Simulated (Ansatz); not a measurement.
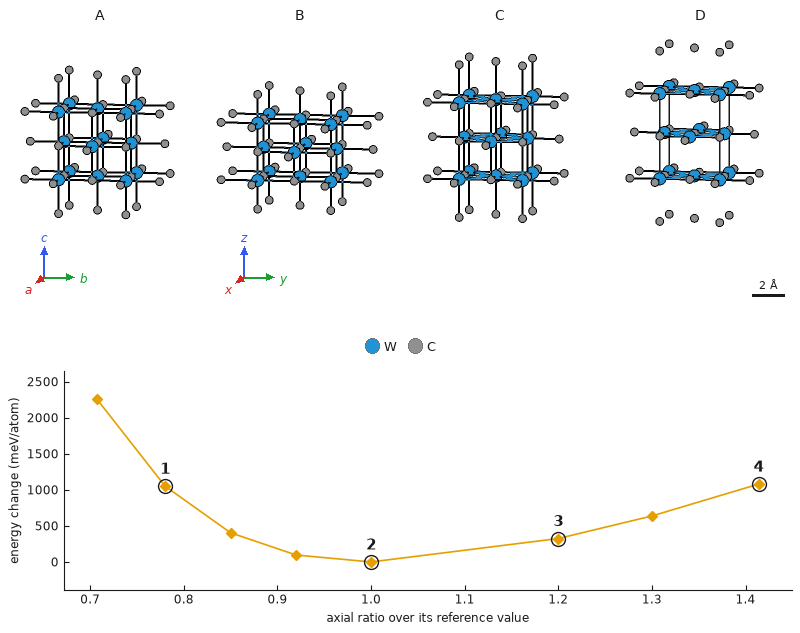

A crystal of WC (Fm-3m): the ratio of the cell's length along z to its lengths across, counted as 1 for the reference, is changed at fixed volume (a tetragonal or Bain path), with the atoms kept at their fractional coordinates. x, y and z are the Cartesian axes of the input. The frames are shuffled; the numbered points of the plot belong to them. The picture is a ball-and-stick view of the conventional cell (4 times the calculation's cell), seen along the a axis, with a slight tilt. Lengths and directions refer to the drawn axes.

All numbers below come from Ansatz 0.2.0, DFT PBE, scalar-relativistic, plane waves, PAW. (plane-wave cutoff 420 eV; k-point mesh 26 × 26 × 26; occupations gaussian; smearing width 0.15 eV; no spin polarisation). Energies (free energies at the smearing named) are counted from the relaxed crystal.

**Which frame belongs to which numbered point?**

Point 1 is frame B (the relative ratio 0.78, 1051 meV/atom); 2 is frame A (the relative ratio 1.00, 0 meV/atom); 3 is frame C (the relative ratio 1.20, 325 meV/atom); 4 is frame D (the relative ratio 1.414, 1080 meV/atom). Of the computed points the lowest is at the relative ratio 1.00, 0 meV/atom. The distortion takes the space group from Fm-3m to I4/mmm. At the relative ratio 1.414 the cell of the drawing goes a 4.380 → 3.902 Å, b 4.380 → 3.902 Å, c 4.380 → 5.518 Å.
